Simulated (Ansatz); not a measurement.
**Run report: C$_{28}$H, geometry relaxation (part 1 of 3)**

C$_{28}$H (defect cell, 29 atoms in the cell), computed with DFT PBE, scalar-relativistic, plane waves, PAW, no spin polarisation (Ansatz 0.2.0).

The structure derives from a Materials Project entry. It belongs to a series of runs on one base structure; here: H interstitial, charge +0, atoms relaxed.

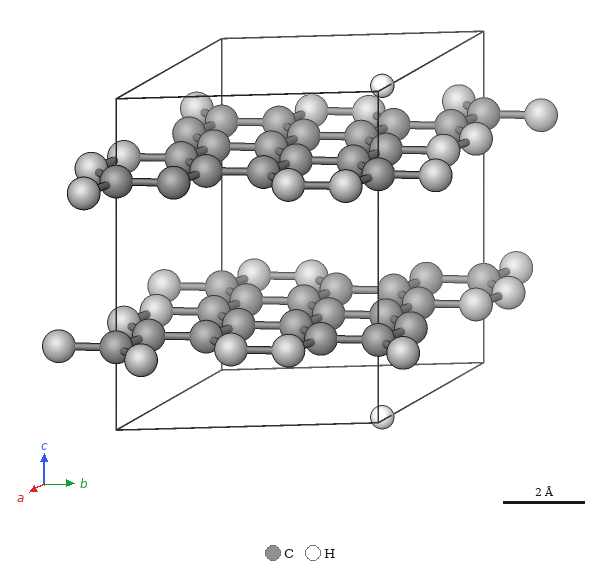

*The structure as given in the input (ball-and-stick view of the cell of the calculation, seen slightly off an axis; neighbours outside the cell are drawn fainter). An atom can appear more than once, as a periodic image.*

Input
```yaml
crystal:
  lattice:
    - [1.2332663983, -6.4082401833, 0.0]
    - [4.9330655932, 4.2721601222, 0.0]
    - [0.0, 0.0, 8.4654490661]
  atoms:
    - { symbol: C, position: [0.8571428571, 0.2857142857, 0.25] }
    - { symbol: C, position: [0.4285714286, 0.1428571429, 0.25] }
    - { symbol: C, position: [0.0, 0.0, 0.25] }
    - { symbol: C, position: [0.7142857143, 0.5714285714, 0.25] }
    - { symbol: C, position: [0.2857142857, 0.4285714286, 0.25] }
    - { symbol: C, position: [0.5714285714, 0.8571428571, 0.25] }
    - { symbol: C, position: [0.1428571429, 0.7142857143, 0.25] }
    - { symbol: C, position: [0.8571428571, 0.2857142857, 0.75] }
    - { symbol: C, position: [0.4285714286, 0.1428571429, 0.75] }
    - { symbol: C, position: [0.0, 0.0, 0.75] }
    - { symbol: C, position: [0.7142857143, 0.5714285714, 0.75] }
    - { symbol: C, position: [0.2857142857, 0.4285714286, 0.75] }
    - { symbol: C, position: [0.5714285714, 0.8571428571, 0.75] }
    - { symbol: C, position: [0.1428571429, 0.7142857143, 0.75] }
    - { symbol: C, position: [0.6666666667, 0.3333333333, 0.25] }
    - { symbol: C, position: [0.2380952381, 0.1904761905, 0.25] }
    - { symbol: C, position: [0.8095238095, 0.0476190476, 0.25] }
    - { symbol: C, position: [0.5238095238, 0.619047619, 0.25] }
    - { symbol: C, position: [0.0952380952, 0.4761904762, 0.25] }
    - { symbol: C, position: [0.380952381, 0.9047619048, 0.25] }
    - { symbol: C, position: [0.9523809524, 0.7619047619, 0.25] }
    - { symbol: C, position: [0.9047619048, 0.5238095238, 0.75] }
    - { symbol: C, position: [0.4761904762, 0.380952381, 0.75] }
    - { symbol: C, position: [0.0476190476, 0.2380952381, 0.75] }
    - { symbol: C, position: [0.7619047619, 0.8095238095, 0.75] }
    - { symbol: C, position: [0.3333333333, 0.6666666667, 0.75] }
    - { symbol: C, position: [0.619047619, 0.0952380952, 0.75] }
    - { symbol: C, position: [0.1904761905, 0.9523809524, 0.75] }
    - { symbol: H, position: [0.8470352405, 0.9534711547, -0.0099366367] }
basis:
  ecutwfc: 420
  xc_grid: 2
kpoints:
  mp_grid: { grid: [4, 4, 3], shift: [0.0, 0.0, 0.0] }
hamiltonian:
  xc: pbe
scf:
  occupations: { method: gaussian, width: 0.1 }
output:
  forces: true
  stress: false
  eigenvalues: true
  write_density: true
  write_potential: true
  elf: true
  volumetric_format: npy
relax:
  adjacent_minimum: "off"
  f_tol: 0.02
  max_steps: 60
```

Launched with:
```bash
ansatz run input.yaml --threads 4 --pin off --max-ram 10240MiB --backend cpu --events-out ev --progress --plain --runs-dir out
```

Output
```
Engine: ansatz 0.2.0, x86_64-unknown-linux-gnu
Pseudopotentials: kind: paw
Pseudopotential: C, paw, valence charge 4, recommended cutoff 420 eV (normal), C.paw.azcp
Pseudopotential: H, paw, valence charge 1, recommended cutoff 420 eV (normal), H.paw.azcp
Functional definition: PBE
  parameter kappa = 0.804
  parameter beta = 0.06672455060314922
  exchange = pbe_x(kappa = kappa, mu = beta*pi^2/3)
  correlation = pbe_c(beta = beta)
Crystal: 29 atoms, lattice volume = 312.214 Å³
Basis set: ecut = 420 eV, 6089 PW (Γ), exchange–correlation on 90×90×120 points (8 copies of the dense FFT grid, shifted against one another)
Bands: 86, of which v1, the nominal top of the filled ones, is band 57 counted from 1 (56 counted from 0)
Symmetry: 1 space group operations
Space group: P1 (ITA 1), of the structure as read, at distance tolerance 6.8e-5 Å
k-points: 26 of 48 (time reversal used)
Non-local potential: C, projectors of the file, l = 0: 2, l = 1: 2, l = 2: 1
Non-local potential: H, projectors of the file, l = 0: 2, l = 1: 1
PAW form: soft (Blöchl's): semilocal exchange-correlation on the pseudo side does not see the compensation charge
PAW one-centre angular grid: C, 110 points (default); XC on 64 Gauss nodes
PAW one-centre angular grid: H, 110 points (default); XC on 64 Gauss nodes
Initial density: superposition of atomic densities (neutral atoms: chi_scale 0, normalization atom), corrected by the library's trained network
Initial wavefunctions: pseudopotential atomic-orbital guess
Functional: x = pbe(κ = 0.804, μ = 0.2195149727645171), c = pbe(β = 0.06672455060314922)
SCF iter   1: F=—  HF=-7039.246073 eV  |F-HF|=—  |Δ(HF+E_count)|=         —  Δρ=5.42e-3  dr2=1.90e-1  ethr=1.77e-3  ⟨swp⟩=12.5  Hψ=14534  notcnv=0  defer=209
preconditioner: auto → LDOS  [metal: Δε(μ)=0.013 eV  Ē_g=15.154 eV  σ=0.100 eV  W_gap=0.07  n_scr=60 (ndim 8)  ℏωp=22.3 eV  f_vac=0.196  D(μ)=7.34/eV (n_scr^D=40)  β→1.0]
SCF iter   2: F=—  HF=-7039.254187 eV  |F-HF|=—  |Δ(HF+E_count)|=   8.11e-3  Δρ=3.45e-3  dr2=8.64e-2  ethr=1.68e-4  ⟨swp⟩=2.0  Hψ=3913  notcnv=0  defer=584
SCF iter   3: F=—  HF=-7039.234038 eV  |F-HF|=—  |Δ(HF+E_count)|=   2.01e-2  Δρ=9.37e-4  dr2=5.08e-3  ethr=7.64e-5  ⟨swp⟩=2.0  Hψ=2607  notcnv=0  defer=584
SCF iter   4: F=—  HF=-7039.234191 eV  |F-HF|=—  |Δ(HF+E_count)|=   1.53e-4  Δρ=4.40e-4  dr2=7.16e-4  ethr=4.50e-6  ⟨swp⟩=2.0  Hψ=2873  notcnv=0  defer=580
SCF iter   5: F=—  HF=-7039.234395 eV  |F-HF|=—  |Δ(HF+E_count)|=   2.04e-4  Δρ=2.89e-4  dr2=3.89e-4  ethr=6.34e-7  ⟨swp⟩=2.0  Hψ=3027  notcnv=0  defer=580
SCF iter   6: F=—  HF=-7039.234390 eV  |F-HF|=—  |Δ(HF+E_count)|=   5.41e-6  Δρ=2.04e-4  dr2=2.18e-4  ethr=3.44e-7  ⟨swp⟩=2.0  Hψ=2770  notcnv=0  defer=577
SCF iter   7: F=—  HF=-7039.234389 eV  |F-HF|=—  |Δ(HF+E_count)|=   5.06e-7  Δρ=1.66e-4  dr2=1.61e-4  ethr=1.93e-7  ⟨swp⟩=1.2  Hψ=1842  notcnv=0  defer=571
SCF iter   8: F=—  HF=-7039.234374 eV  |F-HF|=—  |Δ(HF+E_count)|=   1.50e-5  Δρ=1.21e-4  dr2=8.56e-5  ethr=1.43e-7  ⟨swp⟩=2.0  Hψ=1776  notcnv=0  defer=571
SCF iter   9: F=—  HF=-7039.234361 eV  |F-HF|=—  |Δ(HF+E_count)|=   1.34e-5  Δρ=6.06e-5  dr2=2.11e-5  ethr=7.58e-8  ⟨swp⟩=2.4  Hψ=2774  notcnv=0  defer=571
SCF iter  10: F=-7039.234355 eV  HF=-7039.234359 eV  |F-HF|=3.70e-6  |Δ(HF+E_count)|=   1.93e-6  Δρ=2.93e-5  dr2=5.81e-6  ethr=8.85e-9  ⟨swp⟩=22.3  Hψ=22384  notcnv=0
SCF 1 converged in 10 iterations: F = -7039.234355 eV  dr2 = 5.81e-6
  greatest PAW one-centre occupation: 0.674 electrons in one spin orbital (limit 2), on the C atom at site 24 (counted from 0), in its partial waves of l = 0
relax step   1: F+E_penalty+E_count = -7039.23435509 eV  Δ(F+E_penalty+E_count) = +0.000e0 eV  max|allowed force component| = 3.308e-1 eV/Å  Δτ_max = 0.0000 Å  (10 SCF iters, dr2 threshold 1.00e-5 eV, accepted)
Initial density: handed on by an earlier stage of this run
Initial wavefunctions: those handed on with the density
iter 1 solved again at ethr=8.62e-4 eV; its pass at ethr=3.10e-3 eV (dr2=9.74e-1 eV) is discarded
SCF iter   1: F=—  HF=-7039.547755 eV  |F-HF|=—  |Δ(HF+E_count)|=         —  Δρ=2.20e-2  dr2=9.73e-1  ethr=8.62e-4  ⟨swp⟩=1.0  Hψ=8174  notcnv=0  defer=572
preconditioner: auto → LDOS  [metal: Δε(μ)=0.011 eV  Ē_g=15.123 eV  σ=0.100 eV  W_gap=0.06  n_scr=60 (ndim 8)  ℏωp=22.3 eV  f_vac=0.205  D(μ)=6.79/eV (n_scr^D=40)  β→1.0]
SCF iter   2: F=—  HF=-7039.502212 eV  |F-HF|=—  |Δ(HF+E_count)|=   4.55e-2  Δρ=9.76e-3  dr2=8.03e-1  ethr=8.61e-4  ⟨swp⟩=3.0  Hψ=3582  notcnv=0  defer=572
SCF iter   3: F=—  HF=-7039.276282 eV  |F-HF|=—  |Δ(HF+E_count)|=   2.26e-1  Δρ=1.64e-3  dr2=8.41e-3  ethr=7.10e-4  ⟨swp⟩=2.0  Hψ=2790  notcnv=0  defer=572
SCF iter   4: F=—  HF=-7039.273968 eV  |F-HF|=—  |Δ(HF+E_count)|=   2.31e-3  Δρ=3.89e-4  dr2=7.42e-4  ethr=7.44e-6  ⟨swp⟩=2.0  Hψ=3277  notcnv=0  defer=572
SCF iter   5: F=—  HF=-7039.273639 eV  |F-HF|=—  |Δ(HF+E_count)|=   3.29e-4  Δρ=2.42e-4  dr2=3.83e-4  ethr=6.56e-7  ⟨swp⟩=2.0  Hψ=3143  notcnv=0  defer=572
SCF iter   6: F=—  HF=-7039.273610 eV  |F-HF|=—  |Δ(HF+E_count)|=   2.84e-5  Δρ=1.79e-4  dr2=2.02e-4  ethr=3.39e-7  ⟨swp⟩=2.0  Hψ=2660  notcnv=0  defer=572
SCF iter   7: F=—  HF=-7039.273601 eV  |F-HF|=—  |Δ(HF+E_count)|=   9.46e-6  Δρ=1.45e-4  dr2=1.24e-4  ethr=1.78e-7  ⟨swp⟩=1.8  Hψ=1684  notcnv=0  defer=572
SCF iter   8: F=—  HF=-7039.273588 eV  |F-HF|=—  |Δ(HF+E_count)|=   1.31e-5  Δρ=1.10e-4  dr2=6.35e-5  ethr=1.10e-7  ⟨swp⟩=2.1  Hψ=2090  notcnv=0  defer=572
SCF iter   9: F=—  HF=-7039.273582 eV  |F-HF|=—  |Δ(HF+E_count)|=   6.32e-6  Δρ=7.03e-5  dr2=2.43e-5  ethr=5.62e-8  ⟨swp⟩=2.0  Hψ=2605  notcnv=0  defer=572
SCF iter  10: F=-7039.273576 eV  HF=-7039.273579 eV  |F-HF|=3.36e-6  |Δ(HF+E_count)|=   2.47e-6  Δρ=3.37e-5  dr2=5.97e-6  ethr=6.05e-9  ⟨swp⟩=18.2  Hψ=20510  notcnv=0
SCF 2 converged in 10 iterations: F = -7039.273576 eV  dr2 = 5.97e-6
[... from here on the iterations of each SCF are left out, up to the last one ...]
relax step   2: F+E_penalty+E_count = -7039.27357580 eV  Δ(F+E_penalty+E_count) = -3.922e-2 eV  max|allowed force component| = 2.052e-1 eV/Å  Δτ_max = 0.1100 Å  (10 SCF iters, dr2 threshold 6.84e-6 eV, accepted)
preconditioner: auto → LDOS  [metal: Δε(μ)=0.070 eV  Ē_g=15.130 eV  σ=0.100 eV  W_gap=0.35  n_scr=60 (ndim 8)  ℏωp=22.3 eV  f_vac=0.206  D(μ)=5.91/eV (n_scr^D=22)  β→1.0]
SCF 3 converged in 8 iterations: F = -7039.300808 eV  dr2 = 2.45e-6
relax step   3: F+E_penalty+E_count = -7039.30080754 eV  Δ(F+E_penalty+E_count) = -2.723e-2 eV  max|allowed force component| = 2.625e-1 eV/Å  Δτ_max = 0.1485 Å  (8 SCF iters, dr2 threshold 2.63e-6 eV, accepted)
preconditioner: auto → LDOS  [metal: Δε(μ)=0.068 eV  Ē_g=15.140 eV  σ=0.100 eV  W_gap=0.36  n_scr=60 (ndim 8)  ℏωp=22.3 eV  f_vac=0.207  D(μ)=3.40/eV (n_scr^D=20)  β→1.0]
SCF 4 converged in 8 iterations: F = -7039.385044 eV  dr2 = 2.05e-5
relax step   4: F+E_penalty+E_count = -7039.38504407 eV  Δ(F+E_penalty+E_count) = -8.424e-2 eV  max|allowed force component| = 5.467e-1 eV/Å  Δτ_max = 0.1959 Å  (8 SCF iters, dr2 threshold 2.65e-5 eV, accepted)
preconditioner: auto → LDOS  [metal: Δε(μ)=0.094 eV  Ē_g=15.154 eV  σ=0.100 eV  W_gap=0.43  n_scr=60 (ndim 8)  ℏωp=22.3 eV  f_vac=0.209  D(μ)=2.24/eV (n_scr^D=8)  β→1.0]
SCF 5 converged in 8 iterations: F = -7039.543415 eV  dr2 = 1.25e-5
relax step   5: F+E_penalty+E_count = -7039.54341502 eV  Δ(F+E_penalty+E_count) = -1.584e-1 eV  max|allowed force component| = 1.222e0 eV/Å  Δτ_max = 0.1939 Å  (8 SCF iters, dr2 threshold 1.00e-4 eV, accepted)
preconditioner: auto → LDOS  [metal: Δε(μ)=0.007 eV  Ē_g=15.184 eV  σ=0.100 eV  W_gap=0.04  n_scr=60 (ndim 8)  ℏωp=22.3 eV  f_vac=0.214  D(μ)=3.52/eV (n_scr^D=20)  β→1.0]
SCF 6 converged in 8 iterations: F = -7039.907948 eV  dr2 = 2.09e-5
relax step   6: F+E_penalty+E_count = -7039.90794779 eV  Δ(F+E_penalty+E_count) = -3.645e-1 eV  max|allowed force component| = 2.087e0 eV/Å  Δτ_max = 0.1949 Å  (8 SCF iters, dr2 threshold 1.00e-4 eV, accepted)
preconditioner: auto → LDOS  [metal: Δε(μ)=0.075 eV  Ē_g=15.234 eV  σ=0.100 eV  W_gap=0.41  n_scr=60 (ndim 8)  ℏωp=22.3 eV  f_vac=0.220  D(μ)=3.45/eV (n_scr^D=20)  β→1.0]
SCF 7 converged in 9 iterations: F = -7040.412149 eV  dr2 = 8.94e-6
relax step   7: F+E_penalty+E_count = -7040.41214869 eV  Δ(F+E_penalty+E_count) = -5.042e-1 eV  max|allowed force component| = 1.385e0 eV/Å  Δτ_max = 0.1949 Å  (9 SCF iters, dr2 threshold 1.00e-4 eV, accepted)
preconditioner: auto → LDOS  [metal: Δε(μ)=0.050 eV  Ē_g=15.224 eV  σ=0.100 eV  W_gap=0.28  n_scr=60 (ndim 8)  ℏωp=22.3 eV  f_vac=0.221  D(μ)=8.47/eV (n_scr^D=52)  β→1.0]
SCF 8 converged in 9 iterations: F = -7040.595088 eV  dr2 = 4.47e-5
relax step   8: F+E_penalty+E_count = -7040.59508802 eV  Δ(F+E_penalty+E_count) = -1.829e-1 eV  max|allowed force component| = 2.824e0 eV/Å  Δτ_max = 0.1963 Å  (9 SCF iters, dr2 threshold 1.00e-4 eV, accepted)
preconditioner: auto → LDOS  [metal: Δε(μ)=0.057 eV  Ē_g=15.174 eV  σ=0.100 eV  W_gap=0.32  n_scr=60 (ndim 8)  ℏωp=22.3 eV  f_vac=0.217  D(μ)=7.95/eV (n_scr^D=52)  β→1.0]
SCF 9 converged in 9 iterations: F = -7040.691708 eV  dr2 = 3.86e-5
relax step   9: F+E_penalty+E_count = -7040.69170811 eV  Δ(F+E_penalty+E_count) = -9.662e-2 eV  max|allowed force component| = 1.163e0 eV/Å  Δτ_max = 0.1967 Å  (9 SCF iters, dr2 threshold 1.00e-4 eV, accepted)
preconditioner: auto → LDOS  [metal: Δε(μ)=0.083 eV  Ē_g=15.207 eV  σ=0.100 eV  W_gap=0.44  n_scr=60 (ndim 8)  ℏωp=22.3 eV  f_vac=0.218  D(μ)=7.19/eV (n_scr^D=40)  β→1.0]
SCF 10 converged in 8 iterations: F = -7040.730144 eV  dr2 = 3.69e-5
relax step  10: F+E_penalty+E_count = -7040.73014355 eV  Δ(F+E_penalty+E_count) = -3.844e-2 eV  max|allowed force component| = 1.014e0 eV/Å  Δτ_max = 0.1014 Å  (8 SCF iters, dr2 threshold 1.00e-4 eV, accepted)
preconditioner: auto → LDOS  [metal: Δε(μ)=0.086 eV  Ē_g=15.206 eV  σ=0.100 eV  W_gap=0.46  n_scr=60 (ndim 8)  ℏωp=22.3 eV  f_vac=0.218  D(μ)=7.59/eV (n_scr^D=52)  β→1.0]
SCF 11 converged in 7 iterations: F = -7040.763813 eV  dr2 = 3.46e-5
relax step  11: F+E_penalty+E_count = -7040.76381272 eV  Δ(F+E_penalty+E_count) = -3.367e-2 eV  max|allowed force component| = 1.624e-1 eV/Å  Δτ_max = 0.0266 Å  (7 SCF iters, dr2 threshold 1.00e-4 eV, accepted)
preconditioner: auto → LDOS  [insulator: Δε(μ)=0.098 eV  Ē_g=15.202 eV  σ=0.100 eV  W_gap=0.51  n_scr=60 (ndim 8)  ℏωp=22.3 eV  f_vac=0.219  D(μ)=7.33/eV (n_scr^D=40)  ε∞_Penn≈3.2  β→1.0]
SCF 12 converged in 10 iterations: F = -7040.767782 eV  dr2 = 4.58e-7
  greatest PAW one-centre occupation: 0.674 electrons in one spin orbital (limit 2), on the C atom at site 26 (counted from 0), in its partial waves of l = 0
relax step  12: F+E_penalty+E_count = -7040.76778234 eV  Δ(F+E_penalty+E_count) = -3.970e-3 eV  max|allowed force component| = 1.867e-2 eV/Å  Δτ_max = 0.0266 Å  (10 SCF iters, dr2 threshold 1.65e-6 eV, accepted)
iter 1 solved again at ethr=3.99e-10 eV; its pass at ethr=3.10e-3 eV (dr2=4.51e-7 eV) is discarded
SCF iter   1: F=—  HF=-7040.767859 eV  |F-HF|=—  |Δ(HF+E_count)|=         —  Δρ=1.06e-5  dr2=4.53e-7  ethr=3.99e-10  ⟨swp⟩=2.0  Hψ=5485  notcnv=0
preconditioner: auto → LDOS  [insulator: Δε(μ)=0.099 eV  Ē_g=15.200 eV  σ=0.100 eV  W_gap=0.51  n_scr=60 (ndim 8)  ℏωp=22.3 eV  f_vac=0.219  D(μ)=7.27/eV (n_scr^D=40)  ε∞_Penn≈3.2  β→1.0]
SCF iter   2: F=—  HF=-7040.767783 eV  |F-HF|=—  |Δ(HF+E_count)|=   7.62e-5  Δρ=1.04e-5  dr2=5.71e-7  ethr=3.99e-10  ⟨swp⟩=2.8  Hψ=3296  notcnv=0
SCF iter   3: F=—  HF=-7040.767783 eV  |F-HF|=—  |Δ(HF+E_count)|=   6.77e-8  Δρ=5.91e-6  dr2=1.95e-7  ethr=3.99e-10  ⟨swp⟩=2.1  Hψ=3041  notcnv=0
SCF iter   4: F=—  HF=-7040.767783 eV  |F-HF|=—  |Δ(HF+E_count)|=   5.09e-9  Δρ=4.98e-6  dr2=1.19e-7  ethr=1.72e-10  ⟨swp⟩=2.0  Hψ=2819  notcnv=0
SCF iter   5: F=-7040.767783 eV  HF=-7040.767783 eV  |F-HF|=3.02e-9  |Δ(HF+E_count)|=   2.77e-8  Δρ=1.94e-6  dr2=1.46e-8  ethr=8.85e-11  ⟨swp⟩=9.5  Hψ=13589  notcnv=0
SCF 13 converged in 5 iterations: F = -7040.767783 eV  dr2 = 1.46e-8
relax step  13: F+E_penalty+E_count = -7040.76778259 eV  Δ(F+E_penalty+E_count) = -2.457e-7 eV  max|allowed force component| = 1.883e-2 eV/Å  Δτ_max = 0.0000 Å  (5 SCF iters, accepted)
```

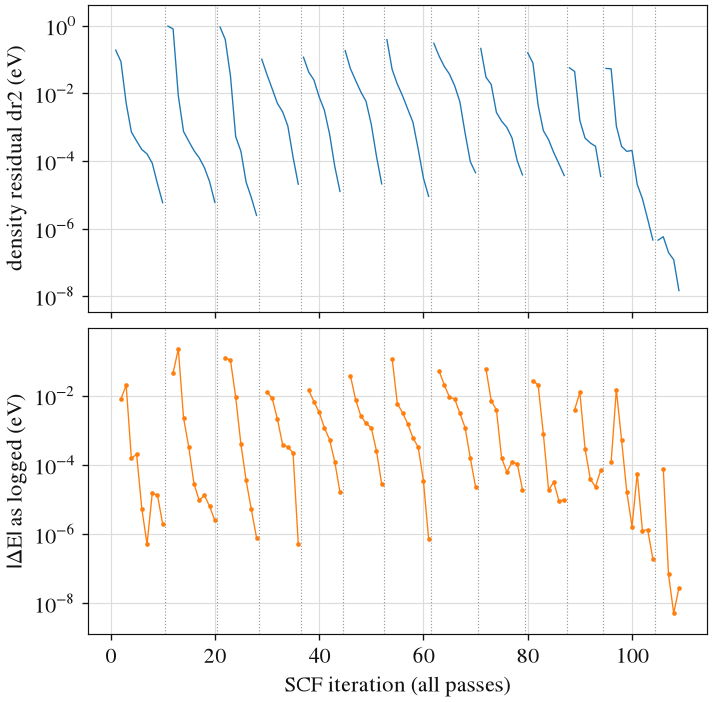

*Convergence of the self-consistent field: density residual dr2 and size of the energy change against the SCF iteration. The dotted lines part the SCF passes of the relaxation: geometry steps, rejected trials and re-solves on a re-selected basis.*

The 13 passes take 5 to 10 iterations each, 109 in all.

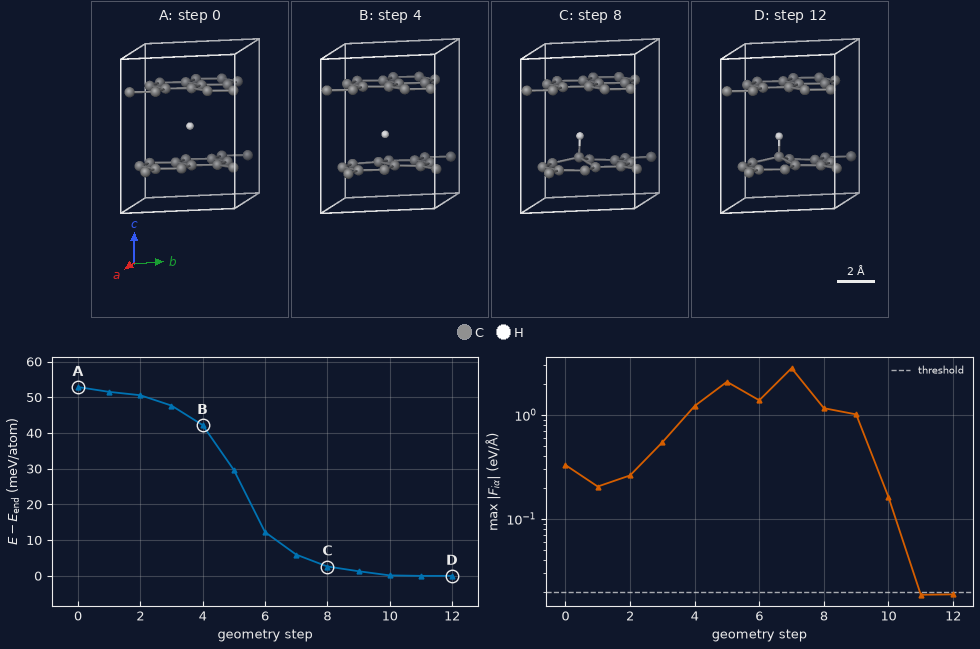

*Frames of the relaxation (ball-and-stick view of the cell of the calculation (origin shifted), seen slightly off an axis) above the curves, on which the letters mark them (the first geometry is step 0 here and step 1 in the log).*

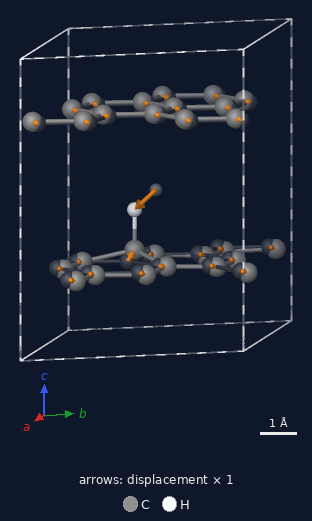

*Start (faint) and end (solid) with the displacements as orange arrows, at true length (ball-and-stick view of the cell of the calculation (origin shifted), seen slightly off an axis).*

The largest move is that of H29, 0.88 Å. By element the largest moves are H 0.88 Å, C 0.36 Å. The lattice vectors keep their values. Among the contacts that change: C25–H29 2.191 → 1.129 Å, C10–C25 1.424 → 1.491 Å, C10–C24 1.424 → 1.407 Å, C12–C26 1.424 → 1.435 Å. New bonds form: C25–H29 (2.19 → 1.13 Å). Among the angles that change: C10–C25–C11 120.0° → 115.8°. After 12 geometry steps the energy has fallen by 52.9 meV per atom. The largest force component goes from 0.33 to 0.019 eV/Å. (Atoms are counted from 1 in the order of the input.)

```
SCF converged after 5 iterations
Free energy (F): -7040.767783 eV
Harris-Foulkes:  -7040.767783 eV  (|F-HF|=3.02e-9)
Internal energy: -7040.731455 eV  (E = F + TS)
E sigma→0 (E₀):  -7040.749619 eV
Entropy (-TS):   -0.036328 eV (-1.253 meV/atom)
Fermi energy:    4.984153 eV
--- Per-component energies (eV) ---
  E_band       = -492.697559
  E_kinetic    = 2560.666291
  E_local      = -6235.125537  (includes V_loc(G=0)·N_el)
  E_nonlocal   = 765.696915
  E_hartree    = 2141.337133
  E_xc         = -1352.905180
  E_vxc        = -1675.379583  (∫ρ·V_xc dr)
  E_paw        = -2782.215665  (= ΣΔE_a)
  E_vpaw       = -191.228812  (= ΣTr[D̂ρ^β])
  E_aug_tail   = -0.001095  (compensation charges beyond the density's cutoff)
  E_ewald      = -2138.184315
  E_smearing   = -0.036328  (= −TS)
  E_closure    = 0.000000  (closes the sum)
  Σ components = -7040.767783   (vs F -7040.767783, Δ=0.00e0)
```
